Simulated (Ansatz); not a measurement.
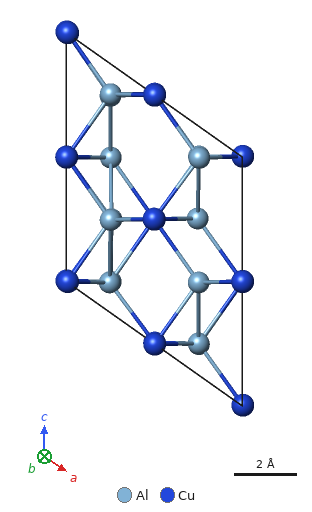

Starting structure of crystalline Al₁₃Cu₈ (a generated structure, set up in P1) (coarse preliminary run). The picture is a ball-and-stick view of the cell of the calculation (origin shifted), seen along the b axis.

Case: 3 of 16 Al atoms taken out at random.

Theory: DFT r2SCAN, scalar-relativistic, plane waves, PAW in Ansatz.

Input
```yaml
crystal:
  lattice:
    - [4.0547150332, -4.0547150332, 5.733975029]
    - [-4.0547150332, -4.0547150332, -5.733975029]
    - [4.0547150332, 4.0547150332, -5.733975029]
  atoms:
    - { symbol: Al, position: [0.7501595757, 0.1255794403, 0.8756401313] }
    - { symbol: Al, position: [0.7502404438, 0.1213103686, 0.3745501445] }
    - { symbol: Al, position: [0.2510307112, 0.1264397666, 0.8749249997] }
    - { symbol: Al, position: [0.2438955415, 0.1198850482, 0.3763029617] }
    - { symbol: Al, position: [0.7438575237, 0.6237105213, 0.8694239312] }
    - { symbol: Al, position: [0.2490398282, 0.6198224633, 0.8774333379] }
    - { symbol: Al, position: [0.2498455846, 0.3763487545, 0.1225195252] }
    - { symbol: Al, position: [0.2532880341, 0.3742405629, 0.6244358952] }
    - { symbol: Al, position: [0.7490333594, 0.3723830331, 0.1232852552] }
    - { symbol: Al, position: [0.7496102505, 0.3721030235, 0.628916688] }
    - { symbol: Al, position: [0.251206551, 0.8719818771, 0.6294185633] }
    - { symbol: Al, position: [0.7539853002, 0.8748436561, 0.1285954576] }
    - { symbol: Al, position: [0.7485660639, 0.8726732073, 0.6214628998] }
    - { symbol: Cu, position: [0.9998618639, 0.2539861762, 0.7494287652] }
    - { symbol: Cu, position: [0.9959331211, 0.2481041944, 0.2503623706] }
    - { symbol: Cu, position: [0.5058494231, 0.2548184093, 0.7533501815] }
    - { symbol: Cu, position: [0.4994419665, 0.2443730392, 0.2501006021] }
    - { symbol: Cu, position: [0.9992465886, 0.7497250051, 0.7539726028] }
    - { symbol: Cu, position: [0.99791264, 0.7477104086, 0.2501177065] }
    - { symbol: Cu, position: [0.5004621854, 0.7495358881, 0.7544942002] }
    - { symbol: Cu, position: [0.4997439452, 0.7511688611, 0.2520093863] }
  symmetry: { detect: false }
basis:
  ecutwfc: 500
kpoints:
  mp_grid: { grid: [2, 2, 2], shift: [0.5, 0.5, 0.5] }
hamiltonian:
  xc: r2scan
scf:
  occupations: { method: gaussian, width: 0.1 }
  lower_state_search: "off"
output:
  forces: true
  stress: true
  eigenvalues: true
relax:
  adjacent_minimum: "off"
  f_tol: 0.04
  max_steps: 50
  cell: { stress_tol: 0.3 }
```

Command:
```bash
ansatz run input.yaml --threads 4 --pin off --max-ram 9216MiB --backend cpu --events-out ev --progress --plain --runs-dir out
```

Where does the relaxation end?

After 7 accepted moves (8 points after the start) the energy has fallen by 10.7 meV per atom. The largest force component goes from 0.44 to 0.022 eV/Å. The pressure goes from −1.61 to −0.02 GPa. The SCF was repeated once at an unchanged geometry on a basis and grid sized afresh for the cell, which shifted the energy by 0.1 meV per atom at most. Cu19 moves most relative to the cell: 0.28 Å roughly along [2 0 −1]. By element the largest moves are Cu 0.28 Å, Al 0.10 Å. Cell: a 8.109 → 7.891 Å (−2.7 %), b 8.109 → 7.935 Å (−2.2 %), c 8.109 → 7.942 Å (−2.1 %), α 90.0° → 90.4°, β 120.0° → 118.6°, γ 120.0° → 118.7°. Volume −3.4 %. Some distances before and after: Al2–Al10 2.900 → 2.753 Å, Al4–Al11 2.873 → 2.746 Å, Al4–Cu17 2.528 → 2.404 Å, Al6–Cu18 2.514 → 2.402 Å. Among the angles between lasting bonds that change: Al4–Cu19–Al9 179.8° → 166.0°, Al5–Cu19–Al11 179.9° → 166.8°, Al2–Cu21–Al7 178.5° → 165.5°. The space group stays P1 (No. 1).

Step by step:

```csv
step,"E − E(0), meV/atom","largest force component, eV/Å","pressure, GPa","volume, Å³/atom",note
0,0.00,0.4365,-1.61,17.956,
1,-6.68,0.2140,-0.48,17.671,
2,-8.56,0.0667,0.13,17.509,
3,-9.05,0.0545,0.06,17.503,
4,-9.85,0.1506,-0.22,17.417,
5,-10.49,0.0575,0.11,17.311,
6,-10.55,0.0606,0.04,17.336,
7,-10.83,0.0221,-0.02,17.351,
8,-10.74,0.0221,-0.02,17.351,"same geometry, new basis"
```

The structure at the end:

```
CELL_PARAMETERS angstrom
4.01270 -4.01283 5.48329
-3.90437 -4.05688 -5.59104
4.06389 3.90450 -5.59609
ATOMIC_POSITIONS crystal
Al 0.75074 0.12541 0.87624
Al 0.76325 0.13092 0.38936
Al 0.24807 0.12125 0.87531
Al 0.25203 0.12318 0.38239
Al 0.73851 0.61106 0.86928
Al 0.24639 0.61794 0.87672
Al 0.26171 0.38429 0.13098
Al 0.25151 0.37852 0.62403
Al 0.74157 0.37663 0.12219
Al 0.74804 0.37900 0.61817
Al 0.24027 0.86907 0.61564
Al 0.74998 0.86472 0.13593
Al 0.75520 0.87725 0.62227
Cu 0.00293 0.25089 0.75427
Cu 0.99824 0.24846 0.24887
Cu 0.49674 0.24552 0.74920
Cu 0.48433 0.22300 0.24300
Cu 0.01020 0.75354 0.76928
Cu 0.02667 0.75327 0.23676
Cu 0.50413 0.75274 0.75515
Cu 0.47170 0.76406 0.24571
```

The end point in the same view:

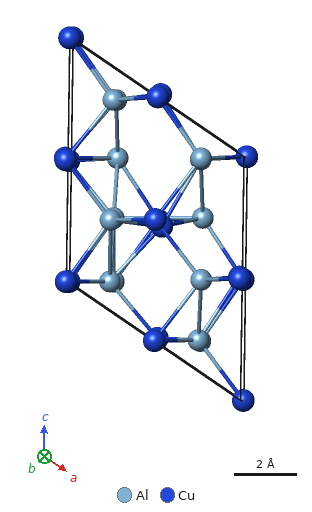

Limits of the set-up: the k-point mesh is coarse for a cell with partly filled bands.
